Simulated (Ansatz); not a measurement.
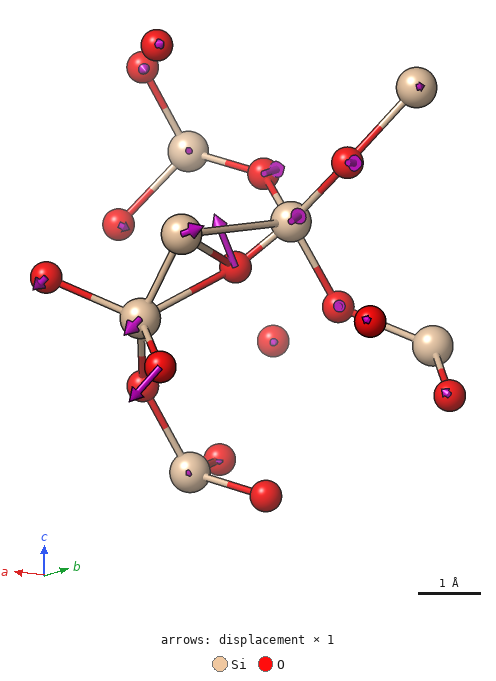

A relaxation of a defect cell of composition Si₂₅O₄₈. The starting structure is drawn; purple arrows show the displacements, at their true length.

Style: ball-and-stick. Shown: the atoms within 4.2 Å of the atom that moves most (axes of the cell of the calculation (origin shifted)), from a free direction.

All numbers below come from DFT, PBEsol, PAW, plane waves in Ansatz 0.2.0. Settings: plane-wave cutoff 420 eV; k-point mesh 1 × 1 × 1; mesh shifted by (0.25, 0.25, 0.25); no spin polarisation; atoms relaxed in a fixed cell; force threshold 0.03 eV/Å; at most 80 steps.

**What happened in the run?**

The energy falls by 21.840 eV per cell of the calculation in 16 geometry steps. Largest force component: 50 eV/Å at the start, 0.027 eV/Å at the end. The largest move is that of an O atom, 0.96 Å along [2 1 2]. By element the largest moves are O 0.96 Å, Si 0.56 Å. The cell stays as it was. Among the contacts that change: O–Si 2.287 → 3.171 Å, Si–Si 3.072 → 3.930 Å, O–O 1.827 → 2.667 Å, O–Si 2.377 → 3.108 Å. Among the angles between lasting bonds that change: O–Si–O 146.9° → 106.2°, O–Si–O 79.9° → 111.3°, Si–Si–O 146.5° → 122.7°.
